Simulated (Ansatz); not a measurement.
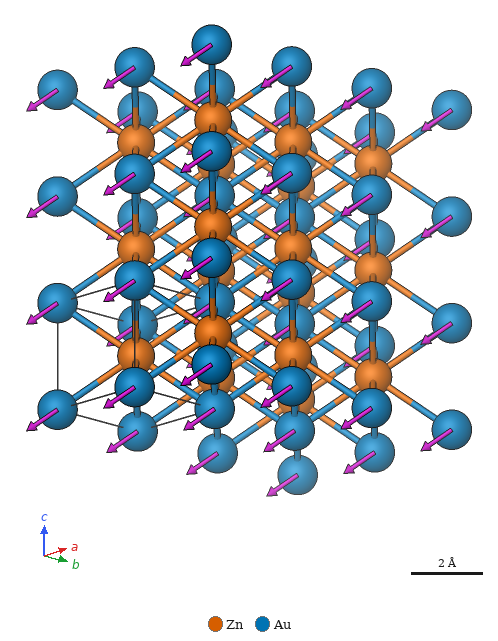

A scan of a crystal of ZnAu (Pm-3m): the whole Au sublattice is shifted rigidly, towards the nearest copy of atom 1 (Zn) at 2.725 Å, all else fixed. The picture shows the reference cell. The purple arrows give the direction of positive displacement. The picture is a ball-and-stick view of the cell of the calculation, repeated 2 × 3 × 3 with one cell outlined, seen from a free direction.

All numbers below come from DFT PBEsol, scalar-relativistic, plane waves, PAW in Ansatz 0.2.0. Set-up: plane-wave cutoff 420 eV; k-point mesh 16 × 16 × 16; occupations gaussian; smearing width 0.15 eV; no spin polarisation. Energies (free energies at the smearing named) are counted from the cell as listed in its source, which wasn't relaxed.

```
Zn Au
1.0
     3.14700    0.00000    0.00000
     0.00000    3.14700    0.00000
     0.00000    0.00000    3.14700
Zn Au
1 1
Direct
  0.50000 0.50000 0.50000
  0.00000 0.00000 0.00000
```

> Predict the energy profile (the displacement: −0.1000, −0.0750, −0.0500, −0.0250, 0.0000, 0.0125, 0.0250, 0.0375, 0.0500, 0.0625, 0.0750, 0.0875, 0.1000 Å).

| displacement (Å) | ΔE (meV/cell) |
| --- | --- |
| −0.1000 | 17.0 |
| −0.0750 | 9.5 |
| −0.0500 | 4.2 |
| −0.0250 | 1.0 |
| 0.0000 | 0.0 |
| 0.0125 | 0.3 |
| 0.0250 | 1.0 |
| 0.0375 | 2.3 |
| 0.0500 | 4.2 |
| 0.0625 | 6.6 |
| 0.0750 | 9.5 |
| 0.0875 | 12.9 |
| 0.1000 | 17.0 |

Points that are alike by symmetry were computed once.

Of the computed points the lowest is at the displacement 0.00 Å, 0.0 meV/cell. The end points stand at 17.0 meV/cell (−0.10 Å) and 17.0 meV/cell (0.10 Å). The curvature at zero is about 3.3 eV/Å² per cell. The well is symmetric. At the highest point the shortest interatomic distance is 2.62 Å, against 2.73 Å in the reference. The distortion takes the space group from Pm-3m to R3m.
